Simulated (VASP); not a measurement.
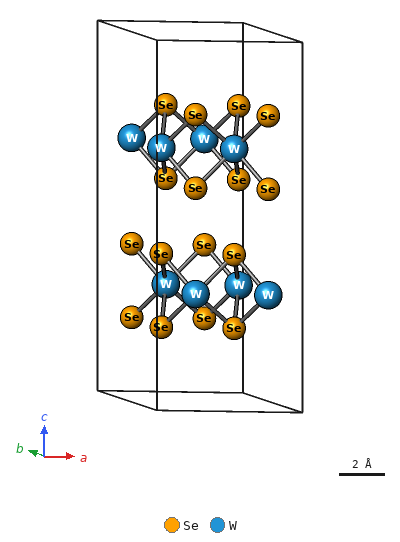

*The structure as given in the input (ball-and-stick view of the 2 × 2 repeat of the cell, with the vacuum cut short, seen slightly off an axis).*

## Run report: WSe2, geometry relaxation (part 1 of 3)

WSe2 (slab, 6 atoms in the cell), computed with Kohn-Sham DFT of a periodic cell, PBE with D3(BJ), VASP PAW PBE potentials, recommended, no spin polarisation (VASP 6.6.1).

The structure derives from an entry of the Crystallography Open Database.

INCAR
```
SYSTEM = WSe2
PREC = Accurate ; ENCUT = 600
EDIFF = 1E-6 ; ISMEAR = 0
SIGMA = 0.03 ; LREAL = .False.
LASPH = .True. ; NELM = 80
ALGO = Normal ; ISIF = 3
LWAVE = .False. ; LCHARG = .False.
GGA = PE ; IVDW = 12
IBRION = 2 ; NSW = 90
EDIFFG = -0.01 ; LATTICE_CONSTRAINTS = .TRUE. .TRUE. .FALSE.
KPAR = 4
```

KPOINTS
```
regular mesh
0
Gamma
  12 12 1
  0 0 0
```

POSCAR
```
WSe2
1.0
    3.2900000000      0.0000000000      0.0000000000
   -1.6450000000      2.8492235800      0.0000000000
    0.0000000000      0.0000000000     27.8312600000
Se W
4 2
Direct
    0.3333333300      0.6666666700      0.3233773800
    0.3333333300      0.6666666700      0.4436112500
    0.6666666700      0.3333333300      0.5563887500
    0.6666666700      0.3333333300      0.6766226200
    0.6666666700      0.3333333300      0.3834943200
    0.3333333300      0.6666666700      0.6165056800
```

Hardware: 4 threads of AMD EPYC (Zen 3), 1656 GiB of memory available, shared host.

Launched with:
```bash
cat potpaw_PBE.64/Se/POTCAR potpaw_PBE.64/W_sv/POTCAR > POTCAR
mpirun -np 4 vasp_std > vasp.out
```

OSZICAR
```
N       E                     dE             d eps       ncg     rms          rms(c)
DAV:   1     0.494294378014E+03    0.49429E+03   -0.28895E+04  1450   0.160E+03
DAV:   2    -0.733922169822E+01   -0.50163E+03   -0.49169E+03  1533   0.355E+02
DAV:   3    -0.438818334883E+02   -0.36543E+02   -0.36092E+02  1462   0.911E+01
DAV:   4    -0.450716072533E+02   -0.11898E+01   -0.11849E+01  1515   0.172E+01
DAV:   5    -0.451070703453E+02   -0.35463E-01   -0.35428E-01  1513   0.285E+00    0.298E+01
DAV:   6    -0.435714482983E+02    0.15356E+01   -0.10549E+01  1379   0.181E+01    0.108E+01
DAV:   7    -0.433534743969E+02    0.21797E+00   -0.46611E+00  1382   0.898E+00    0.535E+00
DAV:   8    -0.431769090522E+02    0.17657E+00   -0.77036E-01  1592   0.493E+00    0.112E+00
DAV:   9    -0.431782600972E+02   -0.13510E-02   -0.75191E-02  1573   0.137E+00    0.827E-01
DAV:  10    -0.431754813190E+02    0.27788E-02   -0.20457E-02  1536   0.905E-01    0.134E-01
DAV:  11    -0.431751646018E+02    0.31672E-03   -0.19893E-03  1458   0.280E-01    0.135E-01
DAV:  12    -0.431751058779E+02    0.58724E-04   -0.16338E-04  1479   0.682E-02    0.759E-02
DAV:  13    -0.431750664840E+02    0.39394E-04   -0.20957E-04  1418   0.563E-02    0.148E-02
DAV:  14    -0.431751906310E+02   -0.12415E-03   -0.59209E-05  1391   0.306E-02    0.357E-02
DAV:  15    -0.431753045484E+02   -0.11392E-03   -0.16660E-05  1258   0.175E-02    0.183E-02
DAV:  16    -0.431753923508E+02   -0.87802E-04   -0.18728E-05  1343   0.213E-02    0.116E-02
DAV:  17    -0.431754275649E+02   -0.35214E-04   -0.22724E-06  1049   0.827E-03    0.537E-03
DAV:  18    -0.431754492135E+02   -0.21649E-04   -0.12973E-06  1033   0.431E-03    0.111E-03
DAV:  19    -0.431754587053E+02   -0.94918E-05   -0.86143E-07   990   0.235E-03    0.862E-04
DAV:  20    -0.431754618991E+02   -0.31939E-05   -0.20402E-07   977   0.158E-03    0.141E-03
DAV:  21    -0.431754666531E+02   -0.47540E-05   -0.24470E-07   943   0.182E-03    0.183E-04
DAV:  22    -0.431754695022E+02   -0.28490E-05   -0.12345E-07   898   0.945E-04    0.717E-04
DAV:  23    -0.431754705702E+02   -0.10681E-05   -0.47726E-08   827   0.680E-04    0.284E-04
DAV:  24    -0.431754709004E+02   -0.33023E-06   -0.17208E-08   764   0.367E-04
   1 F= -.45570116E+02 E0= -.45570116E+02  d E =-.455701E+02
       N       E                     dE             d eps       ncg     rms          rms(c)
DAV:   1    -0.431888951441E+02   -0.13425E-01   -0.53734E-01  1178   0.436E+00    0.101E+00
DAV:   2    -0.431895753495E+02   -0.68021E-03   -0.34879E-02  1402   0.986E-01    0.327E-01
DAV:   3    -0.431889349963E+02    0.64035E-03   -0.48438E-03  1460   0.322E-01    0.152E-01
DAV:   4    -0.431887472105E+02    0.18779E-03   -0.12844E-03  1442   0.207E-01    0.217E-02
DAV:   5    -0.431887422490E+02    0.49615E-05   -0.63000E-05  1448   0.494E-02    0.213E-02
DAV:   6    -0.431887396563E+02    0.25927E-05   -0.89251E-06  1272   0.186E-02    0.641E-03
DAV:   7    -0.431887369156E+02    0.27407E-05   -0.16331E-06   961   0.837E-03    0.170E-03
DAV:   8    -0.431887365506E+02    0.36498E-06   -0.38924E-07   827   0.475E-03
   2 F= -.45574193E+02 E0= -.45574193E+02  d E =-.407657E-02
       N       E                     dE             d eps       ncg     rms          rms(c)
DAV:   1    -0.431874388461E+02    0.12981E-02   -0.13323E-02  1206   0.685E-01    0.159E-01
DAV:   2    -0.431874564062E+02   -0.17560E-04   -0.85141E-04  1394   0.155E-01    0.507E-02
DAV:   3    -0.431874438778E+02    0.12528E-04   -0.10984E-04  1488   0.493E-02    0.231E-02
DAV:   4    -0.431874413672E+02    0.25106E-05   -0.29379E-05  1429   0.314E-02    0.330E-03
DAV:   5    -0.431874421999E+02   -0.83264E-06   -0.12645E-06   926   0.753E-03
   3 F= -.45574339E+02 E0= -.45574339E+02  d E =-.422310E-02
       N       E                     dE             d eps       ncg     rms          rms(c)
DAV:   1    -0.431914868410E+02   -0.40455E-02   -0.57240E-01  1269   0.594E+00    0.117E+00
DAV:   2    -0.431778373992E+02    0.13649E-01   -0.56810E-02  1296   0.173E+00    0.309E-01
DAV:   3    -0.431748145047E+02    0.30229E-02   -0.87636E-03  1459   0.470E-01    0.183E-01
DAV:   4    -0.431744315302E+02    0.38297E-03   -0.16889E-03  1365   0.248E-01    0.161E-01
DAV:   5    -0.431743619141E+02    0.69616E-04   -0.38183E-04  1435   0.117E-01    0.733E-02
DAV:   6    -0.431743465723E+02    0.15342E-04   -0.14501E-04  1518   0.599E-02    0.152E-02
DAV:   7    -0.431743445182E+02    0.20542E-05   -0.22005E-05  1470   0.298E-02    0.510E-03
DAV:   8    -0.431743440242E+02    0.49399E-06   -0.12748E-06   960   0.646E-03
   4 F= -.45576424E+02 E0= -.45576424E+02  d E =-.208444E-02
       N       E                     dE             d eps       ncg     rms          rms(c)
DAV:   1    -0.431740075538E+02    0.33696E-03   -0.30321E-04  1304   0.137E-01    0.273E-02
DAV:   2    -0.431740003596E+02    0.71942E-05   -0.29453E-05  1394   0.395E-02    0.717E-03
DAV:   3    -0.431739989902E+02    0.13694E-05   -0.45460E-06  1268   0.109E-02    0.396E-03
DAV:   4    -0.431739990315E+02   -0.41295E-07   -0.82124E-07   827   0.604E-03
   5 F= -.45576426E+02 E0= -.45576426E+02  d E =-.208653E-02
       N       E                     dE             d eps       ncg     rms          rms(c)
DAV:   1    -0.431737448676E+02    0.25412E-03   -0.31430E-03  1220   0.638E-01    0.186E-02
DAV:   2    -0.431737853701E+02   -0.40502E-04   -0.47733E-04  1192   0.137E-01    0.919E-03
DAV:   3    -0.431737849390E+02    0.43112E-06   -0.12083E-05  1340   0.267E-02    0.474E-03
DAV:   4    -0.431737849905E+02   -0.51567E-07   -0.22993E-06  1133   0.868E-03
   6 F= -.45576472E+02 E0= -.45576472E+02  d E =-.466011E-04
       N       E                     dE             d eps       ncg     rms          rms(c)
DAV:   1    -0.431727768485E+02    0.10081E-02   -0.28340E-02  1213   0.192E+00    0.550E-02
DAV:   2    -0.431731432524E+02   -0.36640E-03   -0.43000E-03  1192   0.410E-01    0.286E-02
DAV:   3    -0.431731366888E+02    0.65635E-05   -0.10774E-04  1270   0.799E-02    0.151E-02
DAV:   4    -0.431731356554E+02    0.10334E-05   -0.22395E-05  1427   0.268E-02    0.793E-03
DAV:   5    -0.431731362201E+02   -0.56469E-06   -0.55678E-06  1226   0.132E-02
   7 F= -.45576606E+02 E0= -.45576606E+02  d E =-.180405E-03
       N       E                     dE             d eps       ncg     rms          rms(c)
DAV:   1    -0.431703900974E+02    0.27456E-02   -0.11270E-01  1213   0.382E+00    0.111E-01
DAV:   2    -0.431718435704E+02   -0.14535E-02   -0.17168E-02  1178   0.820E-01    0.564E-02
DAV:   3    -0.431718181906E+02    0.25380E-04   -0.45138E-04  1263   0.162E-01    0.290E-02
DAV:   4    -0.431718128380E+02    0.53525E-05   -0.85706E-05  1408   0.526E-02    0.154E-02
DAV:   5    -0.431718153929E+02   -0.25549E-05   -0.21048E-05  1299   0.253E-02    0.111E-02
DAV:   6    -0.431718148144E+02    0.57850E-06   -0.68257E-06  1313   0.201E-02
   8 F= -.45576853E+02 E0= -.45576853E+02  d E =-.426881E-03
       N       E                     dE             d eps       ncg     rms          rms(c)
DAV:   1    -0.431633531618E+02    0.84622E-02   -0.45206E-01  1213   0.766E+00    0.224E-01
DAV:   2    -0.431692016727E+02   -0.58485E-02   -0.69035E-02  1178   0.164E+00    0.112E-01
DAV:   3    -0.431690918264E+02    0.10985E-03   -0.18218E-03  1263   0.325E-01    0.573E-02
DAV:   4    -0.431690710590E+02    0.20767E-04   -0.35078E-04  1422   0.105E-01    0.300E-02
DAV:   5    -0.431690809610E+02   -0.99020E-05   -0.85763E-05  1451   0.511E-02    0.219E-02
DAV:   6    -0.431690787495E+02    0.22115E-05   -0.27642E-05  1401   0.403E-02    0.561E-03
DAV:   7    -0.431690787695E+02   -0.20003E-07   -0.42529E-06  1137   0.133E-02
   9 F= -.45577264E+02 E0= -.45577264E+02  d E =-.838636E-03
       N       E                     dE             d eps       ncg     rms          rms(c)
DAV:   1    -0.431402485955E+02    0.28830E-01   -0.18102E+00  1213   0.153E+01    0.451E-01
DAV:   2    -0.431637200312E+02   -0.23471E-01   -0.27649E-01  1178   0.329E+00    0.221E-01
DAV:   3    -0.431632685289E+02    0.45150E-03   -0.71430E-03  1249   0.647E-01    0.115E-01
DAV:   4    -0.431631913939E+02    0.77135E-04   -0.14114E-03  1414   0.210E-01    0.591E-02
DAV:   5    -0.431632287790E+02   -0.37385E-04   -0.34940E-04  1451   0.104E-01    0.432E-02
DAV:   6    -0.431632201726E+02    0.86064E-05   -0.10848E-04  1529   0.801E-02    0.112E-02
DAV:   7    -0.431632201377E+02    0.34829E-07   -0.17156E-05  1349   0.257E-02    0.652E-03
DAV:   8    -0.431632202666E+02   -0.12890E-06   -0.10511E-05  1308   0.183E-02    0.287E-03
DAV:   9    -0.431632203824E+02   -0.11577E-06   -0.31770E-06  1119   0.965E-03
  10 F= -.45577748E+02 E0= -.45577748E+02  d E =-.132253E-02
       N       E                     dE             d eps       ncg     rms          rms(c)
DAV:   1    -0.430574226371E+02    0.10580E+00   -0.72358E+00  1213   0.306E+01    0.911E-01
DAV:   2    -0.431517801670E+02   -0.94358E-01   -0.11120E+00  1178   0.660E+00    0.445E-01
DAV:   3    -0.431500065147E+02    0.17737E-02   -0.28847E-02  1249   0.129E+00    0.231E-01
DAV:   4    -0.431496995166E+02    0.30700E-03   -0.56372E-03  1414   0.419E-01    0.119E-01
DAV:   5    -0.431498418256E+02   -0.14231E-03   -0.13787E-03  1437   0.207E-01    0.865E-02
DAV:   6    -0.431498092481E+02    0.32577E-04   -0.41095E-04  1529   0.156E-01    0.225E-02
DAV:   7    -0.431498088985E+02    0.34953E-06   -0.65833E-05  1312   0.507E-02    0.123E-02
DAV:   8    -0.431498076813E+02    0.12172E-05   -0.32813E-05  1427   0.323E-02    0.471E-03
DAV:   9    -0.431498086910E+02   -0.10097E-05   -0.86383E-06  1248   0.149E-02    0.555E-03
DAV:  10    -0.431498085480E+02    0.14301E-06   -0.54804E-07   723   0.435E-03
  11 F= -.45577207E+02 E0= -.45577207E+02  d E =-.780969E-03
       N       E                     dE             d eps       ncg     rms          rms(c)
DAV:   1    -0.431089999032E+02    0.40809E-01   -0.40229E+00  1213   0.228E+01    0.663E-01
DAV:   2    -0.431611251209E+02   -0.52125E-01   -0.61397E-01  1178   0.490E+00    0.327E-01
DAV:   3    -0.431601435662E+02    0.98155E-03   -0.15883E-02  1242   0.966E-01    0.172E-01
DAV:   4    -0.431599776807E+02    0.16589E-03   -0.30216E-03  1430   0.306E-01    0.939E-02
DAV:   5    -0.431600621384E+02   -0.84458E-04   -0.73587E-04  1444   0.151E-01    0.674E-02
DAV:   6    -0.431600389919E+02    0.23147E-04   -0.27129E-04  1522   0.126E-01    0.169E-02
DAV:   7    -0.431600378014E+02    0.11905E-05   -0.42199E-05  1347   0.397E-02    0.114E-02
DAV:   8    -0.431600355926E+02    0.22088E-05   -0.24069E-05  1399   0.261E-02    0.409E-03
DAV:   9    -0.431600360353E+02   -0.44271E-06   -0.67990E-06  1286   0.136E-02
  12 F= -.45577809E+02 E0= -.45577809E+02  d E =-.138330E-02
       N       E                     dE             d eps       ncg     rms          rms(c)
DAV:   1    -0.431603715548E+02   -0.33596E-03   -0.10941E-02  1237   0.126E+00    0.737E-02
DAV:   2    -0.431604972369E+02   -0.12568E-03   -0.18588E-03  1178   0.278E-01    0.249E-02
DAV:   3    -0.431604870373E+02    0.10200E-04   -0.62193E-05  1413   0.640E-02    0.104E-02
DAV:   4    -0.431604862228E+02    0.81444E-06   -0.15181E-05  1452   0.206E-02    0.574E-03
DAV:   5    -0.431604858330E+02    0.38987E-06   -0.17973E-06   942   0.104E-02
  13 F= -.45577864E+02 E0= -.45577864E+02  d E =-.544074E-04
       N       E                     dE             d eps       ncg     rms          rms(c)
DAV:   1    -0.431608529037E+02   -0.36668E-03   -0.26254E-02  1237   0.195E+00    0.112E-01
DAV:   2    -0.431611542309E+02   -0.30133E-03   -0.45218E-03  1178   0.433E-01    0.369E-02
DAV:   3    -0.431611301566E+02    0.24074E-04   -0.15851E-04  1413   0.101E-01    0.158E-02
DAV:   4    -0.431611282106E+02    0.19460E-05   -0.36494E-05  1466   0.317E-02    0.912E-03
DAV:   5    -0.431611274676E+02    0.74301E-06   -0.55554E-06  1251   0.169E-02
  14 F= -.45577894E+02 E0= -.45577894E+02  d E =-.844194E-04
```

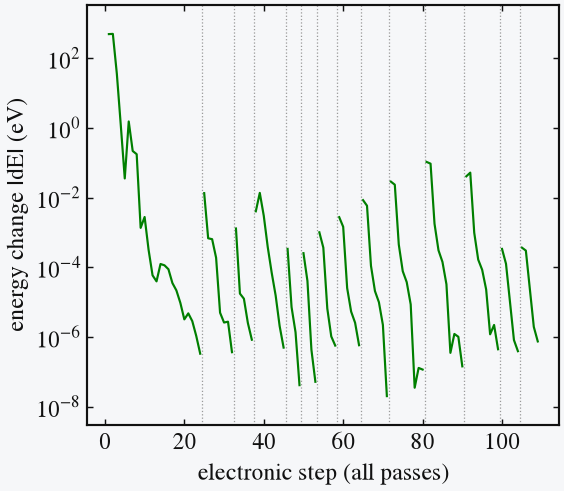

*Convergence of the self-consistent field: energy change |dE| against the electronic step. Each stretch between dotted lines is the SCF of one geometry step of a relaxation.*

The 14 ionic steps take 4 to 24 electronic steps each. The density is held fixed in the first few steps, and dE rises again when its update begins.

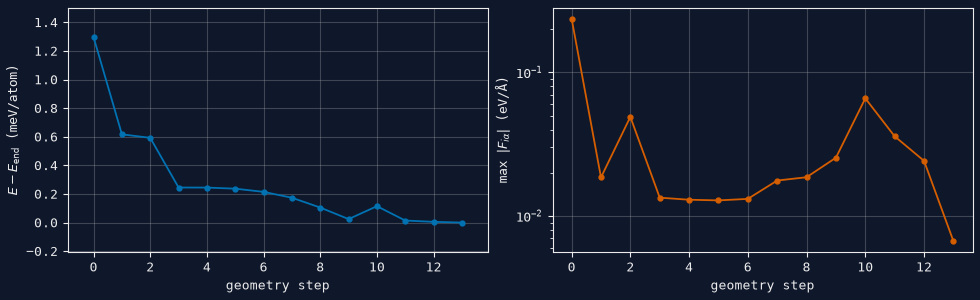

*Progress of the relaxation, step by step (steps are counted from 0).*

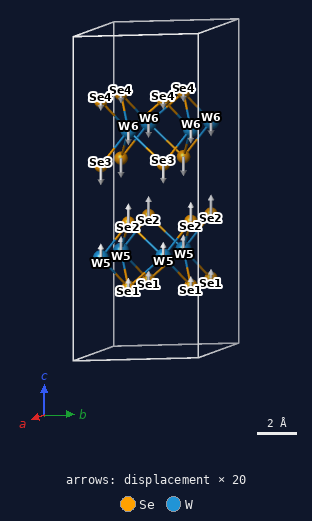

*The starting structure with the displacements as white arrows, magnified 20 times (ball-and-stick view of the 2 × 2 repeat of the cell, with the vacuum cut short, seen slightly off an axis).*

The largest moves relative to the cell, 0.052 Å, are those of Se2 and Se3. Largest moves by element: Se 0.052 Å, W 0.039 Å. In the plane the drawn cell goes a 6.580 → 6.570 Å (−0.2 %), b 6.580 → 6.570 Å (−0.2 %). Among the contacts that change: Se1–W5 2.531 → 2.538 Å. The energy falls by 1.3 meV per atom in 13 geometry steps. The largest force component goes from 0.24 to 0.0067 eV/Å. (Atoms are counted from 1 in the order of the input.)

Parts of OUTCAR
```
SYSTEM = WSe2
   PREC = Accurate
   ENCUT = 600
   EDIFF = 1E-6
   ISMEAR = 0
   LREAL = .False.
   LASPH = .True.
   NELM = 80
   ISIF = 3
   GGA = PE
   IVDW = 12
   IBRION = 2
   NSW = 90
   EDIFFG = -0.01
 IVDW          = 12
 VDW_S6        =  1.00000000  s6, scaling of the dipole-dipole dispersion
 VDW_S8        =  0.78750002  s8, scaling of the dipole-quadrupole dispersion
 VDW_A1        =  0.42890000  a1, scaling of the critical radii
 VDW_A2        =  4.44070005  a2, offset of the critical radii
 VDW_RADIUS    = 50.20216178  two-body interaction cutoff (in Angstroms)
 VDW_CNRADIUS  = 21.16708996  CN, coordination number cutoff (in Angstroms)

 ion  position               nearest neighbor table
   1  0.333  0.667  0.323-   5 2.53   5 2.53   5 2.53
   2  0.333  0.667  0.444-   5 2.53   5 2.53   5 2.53
   3  0.667  0.333  0.556-   6 2.53   6 2.53   6 2.53
   4  0.667  0.333  0.677-   6 2.53   6 2.53   6 2.53
   5  0.667  0.333  0.383-   2 2.53   2 2.53   2 2.53   1 2.53   1 2.53   1 2.53
   6  0.333  0.667  0.617-   3 2.53   3 2.53   3 2.53   4 2.53   4 2.53   4 2.53

  LATTYP: Found a hexagonal cell.
 ALAT       =     3.2900000000
 C/A-ratio  =     8.4593495441

  Lattice vectors:

 A1 = (   3.2900000000,   0.0000000000,   0.0000000000)
 A2 = (  -1.6450000000,   2.8492235800,   0.0000000000)
 A3 = (   0.0000000000,   0.0000000000,  27.8312600000)

Analysis of symmetry for initial positions (statically):
=====================================================================
 Subroutine PRICEL returns:
 Original cell was already a primitive cell.

 Routine SETGRP: Setting up the symmetry group for a
 hexagonal supercell.

 Subroutine GETGRP returns: Found 12 space group operations
 (whereof 12 operations were pure point group operations)
 out of a pool of 24 trial point group operations.

The static configuration has the point symmetry D_3d.

Analysis of symmetry for dynamics (positions and initial velocities):
=====================================================================
 Subroutine PRICEL returns:
 Original cell was already a primitive cell.

 Routine SETGRP: Setting up the symmetry group for a
 hexagonal supercell.

 Subroutine GETGRP returns: Found 12 space group operations
 (whereof 12 operations were pure point group operations)
 out of a pool of 24 trial point group operations.

The dynamic configuration has the point symmetry D_3d.

 Subroutine INISYM returns: Found 12 space group operations
 (whereof 12 operations are pure point group operations),
 and found     1 'primitive' translations

----------------------------------------------------------------------------------------

                                     Primitive cell

  volume of cell :     260.8887

  direct lattice vectors                    reciprocal lattice vectors
     3.290000000  0.000000000  0.000000000     0.303951368  0.175486404  0.000000000
    -1.645000000  2.849223580  0.000000000     0.000000000  0.350972808  0.000000000
     0.000000000  0.000000000 27.831260000     0.000000000  0.000000000  0.035930820

  length of vectors
     3.290000000  3.290000001 27.831260000     0.350972808  0.350972808  0.035930820

  position of ions in fractional coordinates (direct lattice)
     0.333333330  0.666666670  0.323377380
     0.333333330  0.666666670  0.443611250
     0.666666670  0.333333330  0.556388750
     0.666666670  0.333333330  0.676622620
     0.666666670  0.333333330  0.383494320
     0.333333330  0.666666670  0.616505680

  ion indices of the primitive-cell ions
   primitive index   ion index
                 1           1
                 2           2
                 3           3
                 4           4
                 5           5
                 6           6
```
